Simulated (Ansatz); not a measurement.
CoO. A set of calculations on one system.

Space group Fm-3m; the calculation finds a residual pressure of about −19 GPa at this fixed cell; spin-polarised. It comes out metallic at this level (no Hubbard term), which in such compounds can be an artefact. Net moment 2.9 μB in the 2-atom cell of the calculation; other magnetic orders weren't tried.

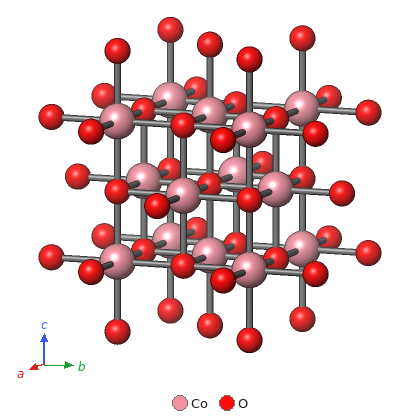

The conventional cell.

```yaml
crystal:
  lattice:
    - [4.26300, 0.00000, 0.00000]
    - [0.00000, 4.26300, 0.00000]
    - [0.00000, 0.00000, 4.26300]
  atoms:
    - { symbol: Co, position: [0.00000, 0.00000, 0.00000] }
    - { symbol: Co, position: [0.50000, 0.50000, 0.00000] }
    - { symbol: Co, position: [0.50000, 0.00000, 0.50000] }
    - { symbol: Co, position: [0.00000, 0.50000, 0.50000] }
    - { symbol: O, position: [0.50000, 0.00000, 0.00000] }
    - { symbol: O, position: [0.00000, 0.50000, 0.00000] }
    - { symbol: O, position: [0.00000, 0.00000, 0.50000] }
    - { symbol: O, position: [0.50000, 0.50000, 0.50000] }
```

Method: DFT LDA, scalar-relativistic, plane waves, PAW (Ansatz 0.2.0).

Core electrons are frozen (PAW), so the maps are meaningful between the atoms, not at the nuclei.

### 1. Bonding charge

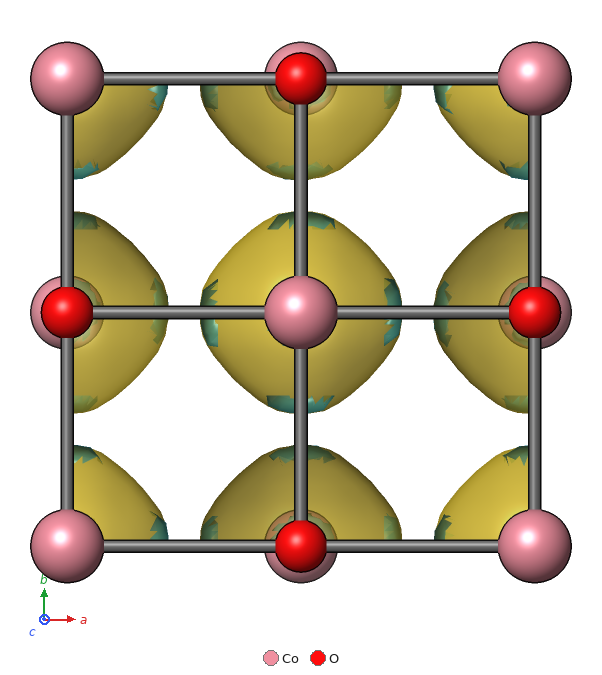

Density of the crystal less the sum of free-atom densities: yellow surfaces at +0.05 and cyan ones at −0.05 e/Å³, in the conventional cell seen along the c axis (the regions close to the nuclei are left out). Cores are masked to 0.8 Å (Co) and 0.6 Å (O).

Where does charge go when the atoms form this crystal?

Co–O (2.13 Å): Δρ is about zero at the midpoint, so little or no bond charge builds up halfway.
Co–Co (3.01 Å): Δρ is −0.03 e/Å³ at the midpoint.
Over the whole cell, outside the masked cores, the largest gain, 0.1 e/Å³, lies 0.7 Å from an oxygen nucleus, and the largest loss lies at the edge of the masked core of Co.
In all about 0.20 e an atom is rearranged against the free atoms.
Bader charges: Co +1.18 and O −1.18 e.

### 2. States by energy

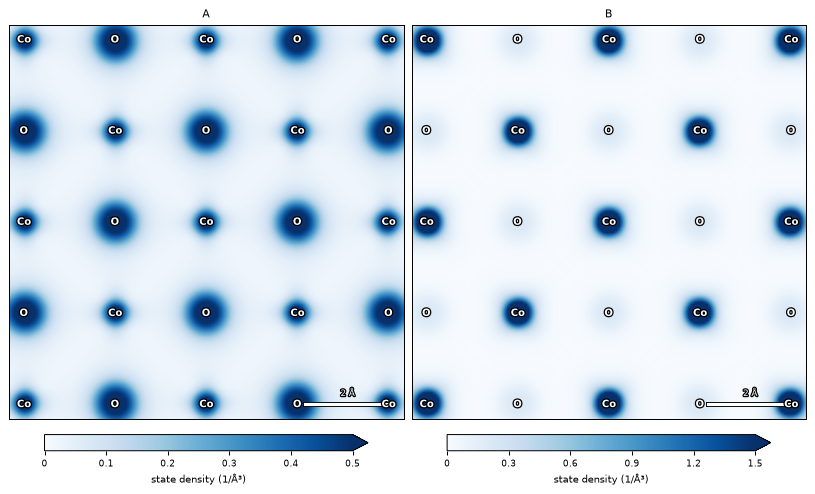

CoO: densities of the states in two energy windows, on the (100) plane of the conventional cell.

The windows, about the Fermi level, are −8.4 to −5.6 eV and −1.2 to 0.0 eV. Which panel shows which?

Panel A: −8.4 to −5.6 eV, the lower third of the occupied valence band, mainly O 2p (65 %) and Co 3d (25 %).
Panel B: −1.2 to 0.0 eV, the filled states just under the Fermi level, mainly Co 3d (80 %) and O 2p (15 %).
The characters are Löwdin shares on a minimal set of atomic orbitals.

### 3. Change of volume

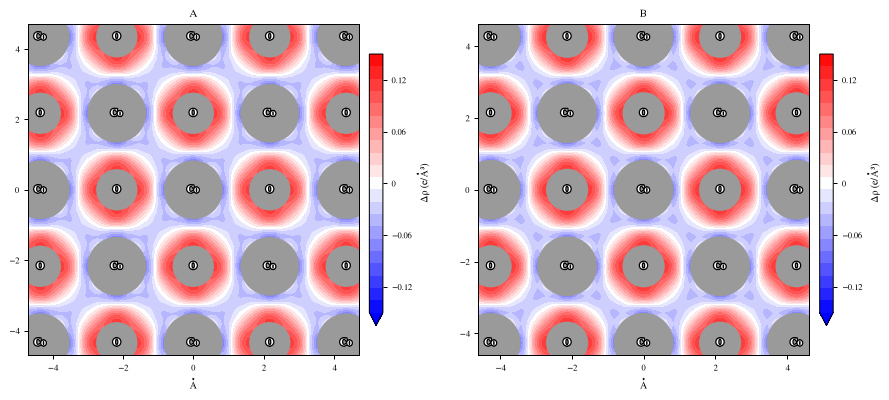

CoO: deformation density on the (100) plane of the conventional cell at two volumes, with the same fractional coordinates and one colour scale. Grey discs cover the cores. Panel A has 106 % of the volume of panel B.

How do bonds, bonding charge and pressure respond to this change of volume?

From B to A, Co–O goes from 2.13 to 2.17 Å, and Δρ at its midpoint stays at about zero.
- The pressure is −19 GPa in B and −26 GPa in A.
- Bader charges in B: Co +1.18 and O −1.18 e; in A: Co +1.19 and O −1.19 e.
- The rearranged charge is 0.20 e an atom in B and 0.20 e in A.
- The net moment is 2.92 μB a cell in B and 3.00 μB in A.

### 4. Moving an atom

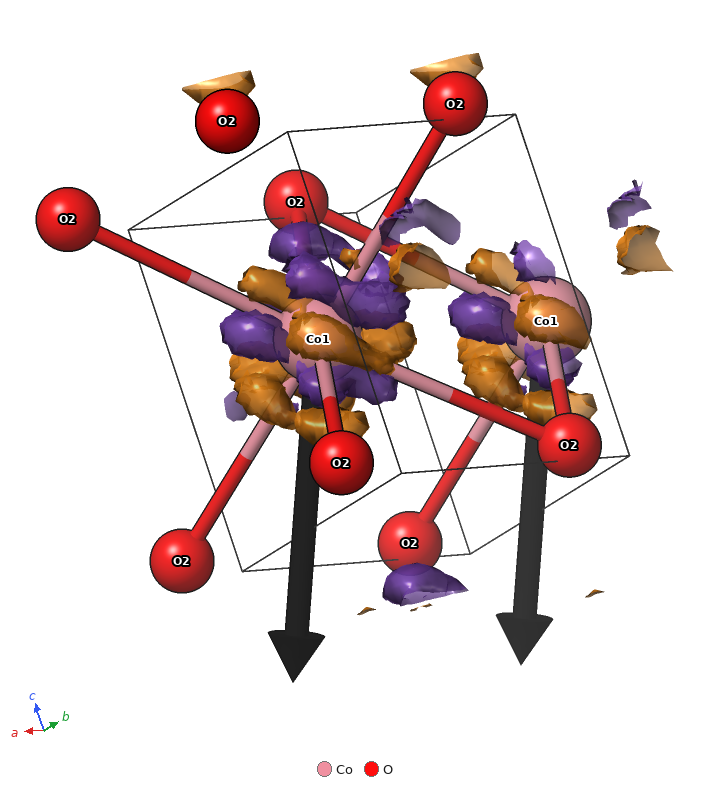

Co1 was moved by 0.05 Å roughly along [1 0 −2] in the axes of the cell drawn (arrow, not to scale). Change of the density less the rigid motion of the neutral atom's own density: orange surfaces at +0.02 and purple ones at −0.02 e/Å³, in the cell of the calculation (origin moved) seen at an oblique angle.

Describe the electronic response.

About 0.04 e is rearranged in the cell. Outside the cores the largest gain lies at the edge of the masked core of Co, and the largest loss lies there too, on other sides.

How much does the computed force on the atom change?

The force on it changes by 0.05 eV/Å along the move, in its direction: the position is unstable to this sublattice shift.

### 5. Doping

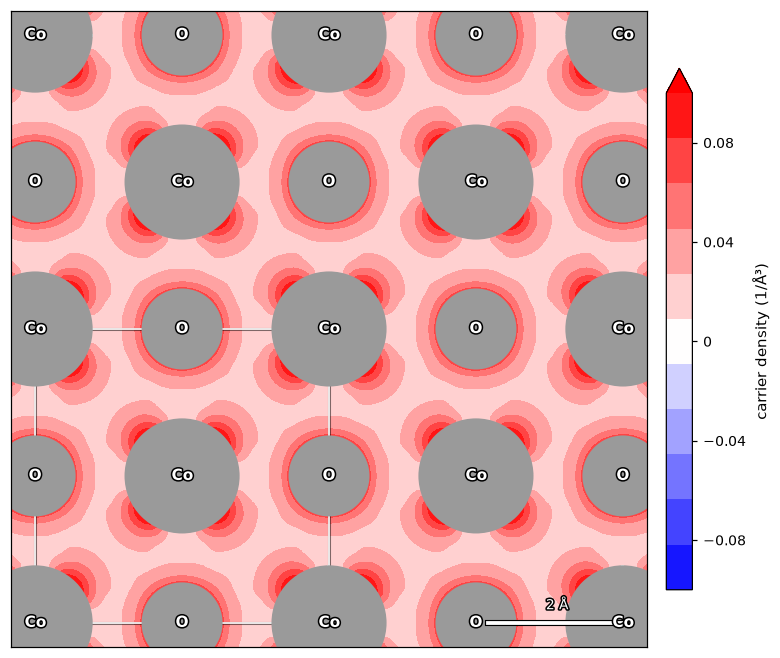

Where the extra electron sits when 0.5 electron is added to the 2-atom cell of the calculation (uniform compensating background, atoms fixed); the change of density for each carrier, counted positive where the carrier is: a map on the (100) plane of the conventional cell, with grey discs over the atomic cores. Cores are masked to 0.8 Å (Co) and 0.6 Å (O).

On which atoms does the carrier sit?

Summed over atomic cells sized by the Bader volumes, the added electron divides as Co about 65 % and O about 35 %; the most favoured element is Co, which fills 45 % of the volume. Over the whole cell, outside the cores, it is densest at the edge of the masked core of Co. The counter-flow of charge adds up to under 0.1 e for each carrier. These are shares of the net change, screening included; the states that take the carrier can be more concentrated. This is very heavy doping, far beyond the dilute limit. The cell's moment goes from 2.92 to 2.46 μB.

### 6. Putting it together

Charge passes from Co (Pauling electronegativity 1.88) to O (3.44), the direction that the scale predicts; the Bader charges fall short of whole formal charges, as they usually do. The two pressures give a mean stiffness −ΔP/Δln V of about 119 GPa over this range, with the atoms held at their fractional positions.

Run times: 17 s (base cell), 6.2 s (state densities), 11 s (scaled cell), 71 s (moved atom) and 10 s (electron), on 2 threads of Intel(R) Xeon(R) Platinum 8259CL CPU @ 2.50GHz (Skylake/Cascade Lake), on a shared host.
